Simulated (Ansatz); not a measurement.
C$_{63}$Hf: several calculations on one system

### Relaxation

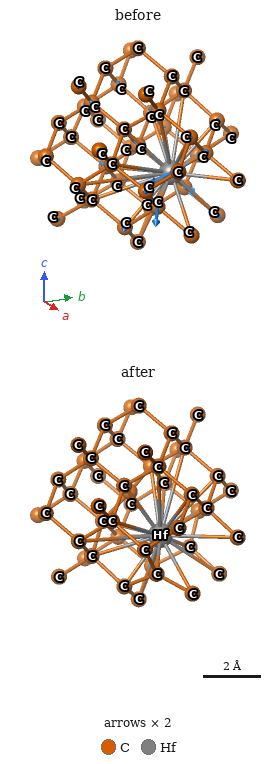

The structure of a defect cell of composition C63Hf (cell charge +1) before (top) and after (bottom) a relaxation, at one scale. The blue arrows give the displacements, magnified 2 times.

Style: ball-and-stick. Shown: the atoms within 4.2 Å of the atom that moves most (axes of the cell of the calculation (origin shifted)), slightly off an axis.

The calculation used DFT, PBEsol, PAW, plane waves (Ansatz). (plane-wave cutoff 420 eV; k-point mesh 1 × 1 × 1; mesh shifted by (0.25, 0.25, 0.25); collinear spin; atoms relaxed in a fixed cell; force threshold 0.03 eV/Å; at most 80 steps)

**Describe what moved and what it gained.**

A C atom moves most: 0.48 Å roughly along [−2 −2 3]. By element the largest moves are C 0.48 Å, Hf 0.46 Å. The lattice vectors keep their values. Among the contacts that change: C–Hf 1.525 → 2.077 Å, C–Hf 2.454 → 2.909 Å, C–Hf 2.952 → 2.524 Å, C–Hf 2.982 → 2.599 Å. Among the angles between lasting bonds that change: C–C–Hf 108.5° → 80.4°, C–C–Hf 108.5° → 80.4°, C–C–Hf 108.5° → 82.1°. Over 15 geometry steps the energy falls by 22.301 eV per cell of the calculation. Largest force component: 19 eV/Å at the start, 0.0063 eV/Å at the end.

Limits of the set-up: the periodic images lie only 7.1 Å apart, so the values are limited by the cell's size; the cell is charged, on a uniform background, and energies carry no finite-size correction.

### Relaxation

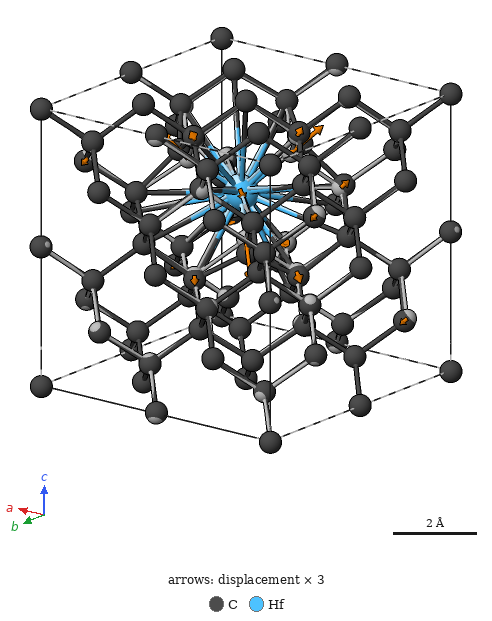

A relaxation of a defect cell of composition C63Hf (cell charge −1). The starting structure is drawn faded, the final one solid; orange arrows show the displacements, 3 times their true length.

A ball-and-stick model of the cell of the calculation (origin shifted), seen from a free direction.

The calculation used DFT, PBEsol, PAW, plane waves in Ansatz 0.2.0. Set-up: plane-wave cutoff 420 eV; k-point mesh 1 × 1 × 1; mesh shifted by (0.25, 0.25, 0.25); collinear spin; atoms relaxed in a fixed cell; force threshold 0.03 eV/Å; at most 80 steps.

> Which element moves most?

Carbon: up to 0.42 Å, against 0.12 Å for hafnium.

> What happened in the run?

The largest move is that of a C atom, 0.42 Å along [−1 1 −1]. By element the largest moves are C 0.42 Å, Hf 0.12 Å. The lattice vectors keep their values. Among the contacts that change: C–Hf 1.525 → 1.934 Å, C–Hf 1.525 → 1.913 Å, C–Hf 1.556 → 1.897 Å, C–Hf 2.454 → 2.646 Å. Bond angles that change, for instance: C–C–Hf 112.4° → 97.4°, C–C–Hf 108.5° → 94.1°, C–C–Hf 108.5° → 95.1°. Over 5 geometry steps the energy falls by 20.716 eV per cell of the calculation. The largest force component goes from 18 to 0.03 eV/Å. Cost: 13 s on 1 × NVIDIA GB300 Max-Q with 8 threads of Arm Neoverse-V2, peak memory 1.7 GiB.

Limits of the set-up: the periodic images lie only 7.1 Å apart, so the values are limited by the cell's size; the cell is charged, on a uniform background, and energies carry no finite-size correction.

### Defect

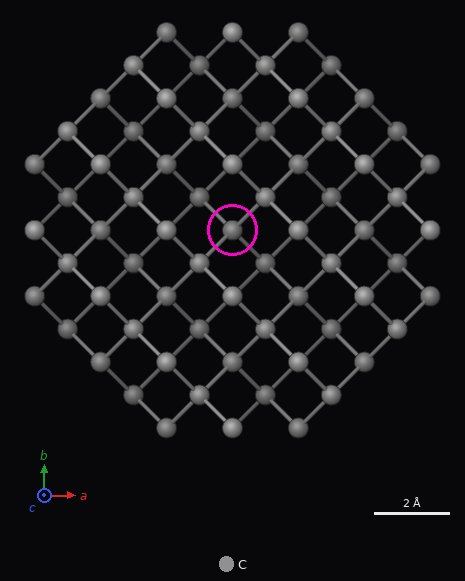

Perfect C. A ball-and-stick model of the atoms within 5.9 Å of one point, in a slice 5.0 Å thick across the line of sight, seen along the c axis.

These are results of Ansatz 0.2.0, DFT, PBEsol, PAW, plane waves, not measurements. Settings: plane-wave cutoff 420 eV; k-point mesh 1 × 1 × 1; mesh shifted by (0.25, 0.25, 0.25); collinear spin. Fermi-Dirac smearing of 0.01 eV. A uniform background neutralises the charged cell. The axes drawn are those of the host's conventional cell.

A carbon atom is replaced by hafnium at the ringed place, in charge state −1. The supercell has 64 sites, and the atoms are relaxed at the host's cell.

**How do the neighbours respond?**

In the host the C atom has 4 C at 1.54 Å; the Hf atom ends with 4 C at 1.89 to 1.93 Å. Of the host's atoms, a carbon atom moves furthest from its site, by 0.41 Å. The Hf atom itself moves 0.09 Å from where it was put. The cell's net moment is 1.00 μB.

The relaxed defect, seen from the same direction:

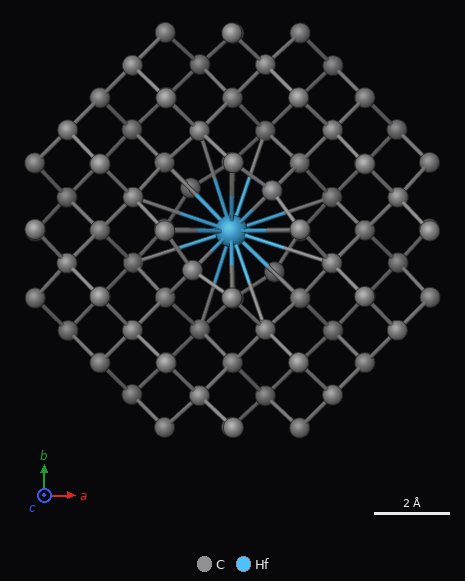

Limits of the set-up: the periodic images lie only 7.1 Å apart, so the values are limited by the cell's size; the cell is charged, on a uniform background, and energies carry no finite-size correction.

### Defect

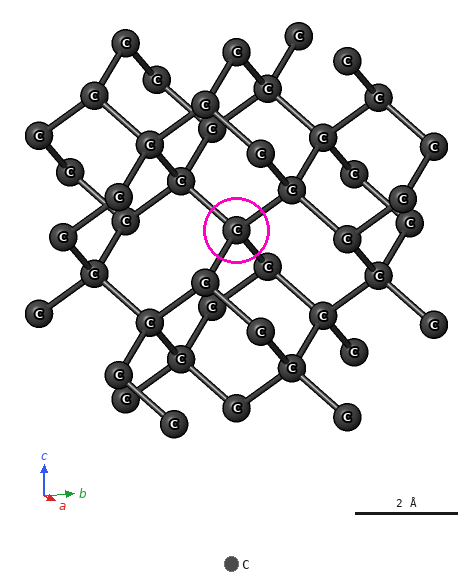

Perfect C. A ball-and-stick model of the atoms within 4.6 Å of one point, in a slice 4.2 Å thick across the line of sight, seen slightly off an axis.

Computed with DFT, PBEsol, PAW, plane waves (Ansatz). (plane-wave cutoff 420 eV; k-point mesh 1 × 1 × 1; mesh shifted by (0.25, 0.25, 0.25); no spin polarisation) Fermi-Dirac smearing of 0.01 eV. The axes drawn are those of the host's conventional cell.

A carbon atom is replaced by hafnium at the ringed place, in charge state 0. The supercell has 64 sites, and the atoms are relaxed at the host's cell.

Predict the relaxed surroundings of the defect.

Answer. In the host the C atom has 4 C at 1.54 Å; the Hf atom ends with 7 C at 1.87 to 2.22 Å. Of the host's atoms, a carbon atom moves furthest from its site, by 0.42 Å. The Hf atom itself moves 0.47 Å from where it was put.

The relaxed defect, seen from the same direction:

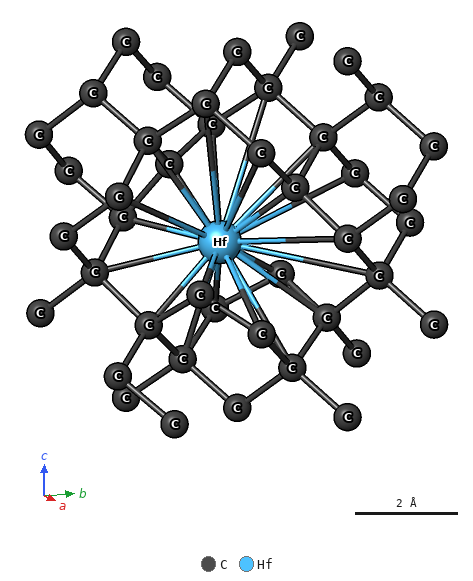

Limits of the set-up: the periodic images lie only 7.1 Å apart, so the values are limited by the cell's size.
